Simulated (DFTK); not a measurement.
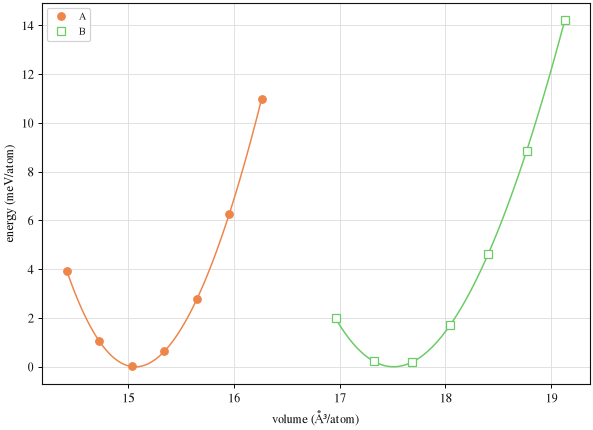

The figure compares two calculations of the energy against volume, each curve from its own zero. The first is for Li₂Se, space group Fm-3m (No. 225).

The cell holds 3 atoms.

Computed with DFTK 0.8.2: plane-wave DFT, no spin polarisation; energies at scaled volumes of the given cell, shape and fractions fixed, counted from the fit's minimum, third-order Birch-Murnaghan fit. Level: PBEsol.

k mesh 8×8×8; occupations Fermi–Dirac; smearing width 0.05 eV; potentials dojo.nc.sr.pbesol.v0_4_1.standard; wave cutoff 1170 eV.

In the second, Se is replaced by S on all its sites, which gives Li₂S in the same structure. The second calculation uses wave cutoff 1006.8213 eV.

Which of A and B is the second calculation, and what did the change do?

A. The equilibrium volume falls from 17.51 to 15.07 Å³/atom (−14 %) and the bulk modulus rises from 35.2 to 42.2 GPa (+20 %).

V0 and the bulk modulus come from third-order Birch–Murnaghan fits.
